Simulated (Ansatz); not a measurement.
The calculation's input:

```
crystal:
  lattice:
    - [-3.218370816, 5.5743817707, -5.2431684095]
    - [6.4367416318, 1.0e-10, -5.2431684095]
    - [-3.2183708159, -5.5743817708, -5.2431684095]
  atoms:
    - { symbol: Ga, position: [0.000288379, 0.1669550456, 0.3336217123] }
    - { symbol: Ga, position: [0.6669550456, 0.3336217123, 0.500288379] }
    - { symbol: Ga, position: [0.3336217123, 0.000288379, 0.1669550456] }
    - { symbol: Ga, position: [0.1669550456, 0.8336217123, 0.500288379] }
    - { symbol: Ga, position: [0.8336217123, 0.500288379, 0.1669550456] }
    - { symbol: Ga, position: [0.500288379, 0.6669550456, 0.3336217123] }
    - { symbol: Ga, position: [0.1669550456, 0.3336217123, 0.000288379] }
    - { symbol: Ga, position: [0.8336217123, 0.000288379, 0.6669550456] }
    - { symbol: Ga, position: [0.500288379, 0.1669550456, 0.8336217123] }
    - { symbol: Ga, position: [0.000288379, 0.6669550456, 0.8336217123] }
    - { symbol: Ga, position: [0.6669550456, 0.8336217123, 0.000288379] }
    - { symbol: Ga, position: [0.3336217123, 0.500288379, 0.6669550456] }
    - { symbol: Ga, position: [0.000288379, 0.8336217123, 0.1669550456] }
    - { symbol: Ga, position: [0.6669550456, 0.000288379, 0.3336217123] }
    - { symbol: Ga, position: [0.3336217123, 0.6669550456, 0.000288379] }
    - { symbol: Ga, position: [0.1669550456, 0.500288379, 0.3336217123] }
    - { symbol: Ga, position: [0.8336217123, 0.1669550456, 0.000288379] }
    - { symbol: Ga, position: [0.500288379, 0.3336217123, 0.1669550456] }
    - { symbol: Ga, position: [0.1669550456, 0.000288379, 0.8336217123] }
    - { symbol: Ga, position: [0.8336217123, 0.6669550456, 0.500288379] }
    - { symbol: Ga, position: [0.500288379, 0.8336217123, 0.6669550456] }
    - { symbol: Ga, position: [0.000288379, 0.3336217123, 0.6669550456] }
    - { symbol: Ga, position: [0.6669550456, 0.500288379, 0.8336217123] }
    - { symbol: Ga, position: [0.3336217123, 0.1669550456, 0.500288379] }
    - { symbol: Ga, position: [0.874711621, 0.0413782877, 0.2080449544] }
    - { symbol: "N", position: [0.5413782877, 0.2080449544, 0.374711621] }
    - { symbol: "N", position: [0.2080449544, 0.874711621, 0.0413782877] }
    - { symbol: "N", position: [0.0413782877, 0.7080449544, 0.374711621] }
    - { symbol: "N", position: [0.7080449544, 0.374711621, 0.0413782877] }
    - { symbol: "N", position: [0.374711621, 0.5413782877, 0.2080449544] }
    - { symbol: "N", position: [0.0413782877, 0.2080449544, 0.874711621] }
    - { symbol: "N", position: [0.7080449544, 0.874711621, 0.5413782877] }
    - { symbol: "N", position: [0.374711621, 0.0413782877, 0.7080449544] }
    - { symbol: "N", position: [0.874711621, 0.5413782877, 0.7080449544] }
    - { symbol: "N", position: [0.5413782877, 0.7080449544, 0.874711621] }
    - { symbol: "N", position: [0.2080449544, 0.374711621, 0.5413782877] }
    - { symbol: "N", position: [0.2080449544, 0.0413782877, 0.374711621] }
    - { symbol: "N", position: [0.874711621, 0.2080449544, 0.5413782877] }
    - { symbol: "N", position: [0.5413782877, 0.874711621, 0.2080449544] }
    - { symbol: "N", position: [0.374711621, 0.7080449544, 0.5413782877] }
    - { symbol: "N", position: [0.0413782877, 0.374711621, 0.2080449544] }
    - { symbol: "N", position: [0.7080449544, 0.5413782877, 0.374711621] }
    - { symbol: "N", position: [0.374711621, 0.2080449544, 0.0413782877] }
    - { symbol: "N", position: [0.0413782877, 0.874711621, 0.7080449544] }
    - { symbol: "N", position: [0.7080449544, 0.0413782877, 0.874711621] }
    - { symbol: "N", position: [0.2080449544, 0.5413782877, 0.874711621] }
    - { symbol: "N", position: [0.874711621, 0.7080449544, 0.0413782877] }
    - { symbol: "N", position: [0.5413782877, 0.374711621, 0.7080449544] }
  host:
    lattice:
      - [3.2183708159, 0.0, 0.0]
      - [-1.609185408, 2.7871908854, 0.0]
      - [0.0, 0.0, 5.2431684095]
    atoms:
      - { symbol: Ga, position: [0.6666666667, 0.3333333333, 0.4991348631] }
      - { symbol: Ga, position: [0.3333333333, 0.6666666667, 0.9991348631] }
      - { symbol: "N", position: [0.6666666667, 0.3333333333, 0.8758651369] }
      - { symbol: "N", position: [0.3333333333, 0.6666666667, 0.3758651369] }
basis:
  ecutwfc: 420
  xc_grid: 2
kpoints:
  mp_grid: { grid: [3, 3, 3], shift: [0.0, 0.0, 0.0] }
hamiltonian:
  xc: pbe
scf:
  occupations: { method: gaussian, width: 0.01 }
output:
  forces: true
  stress: false
  eigenvalues: true
  charged_corrections:
    defect_position: [0.87471162, 0.04137829, 0.20804495]
    epsilon: [[10.4928, 0.0, 0.0], [0.0, 10.4928, 0.0], [0.0, 0.0, 11.6882]]
  write_density: true
  write_potential: true
  elf: true
  volumetric_format: npy
relax:
  adjacent_minimum: "off"
  f_tol: 0.025
  max_steps: 45
```

Launched as:

```sh
ansatz run input.yaml --threads 4 --pin off --max-ram 10240MiB --backend cpu --events-out ev --progress --plain --runs-dir out
```

The fields are those of the run's last geometry, not of the input's.

All numbers below come from DFT PBE, scalar-relativistic, plane waves, PAW (Ansatz 0.2.0).

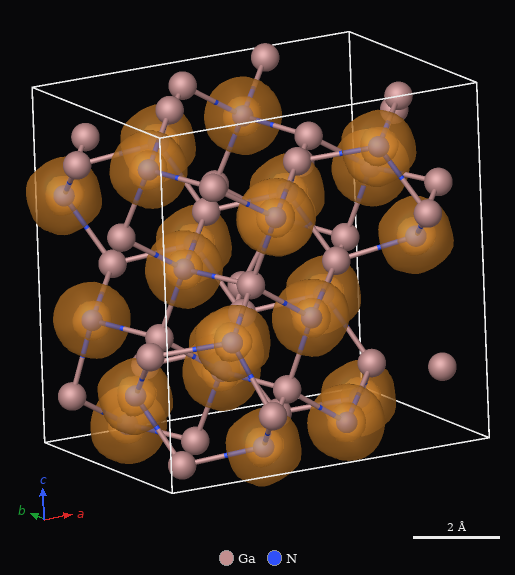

Ga₂₅N₂₃ (cell with a defect). Isosurface of the electron localisation function at 0.7 (orange), seen slightly off an axis. Only the valence region is drawn (cores and ρ < 0.01 e/Å³ removed). Sticks mark near contacts.

In a PAW calculation such maps are meaningful between the atoms, not at the nuclei.

Q: Describe the localisation domains.

A: The surface consists of 23 regions wrapped around N (the valence shell of each), counted in one cell of 48 atoms. Regions shared between cells count once. Profiles from the grid: Ga–N (1.93 Å): the ELF peaks at about 0.85 in the valence shell of N, 0.7 Å from its nucleus, and is about 0.45 at the midpoint. Ga–Ga (2.22 Å): the ELF peaks at about 0.60 between the atoms.

Q: Metal or insulator at this level of theory?

A: It is metallic or semimetallic at this level of theory: no gap opens.
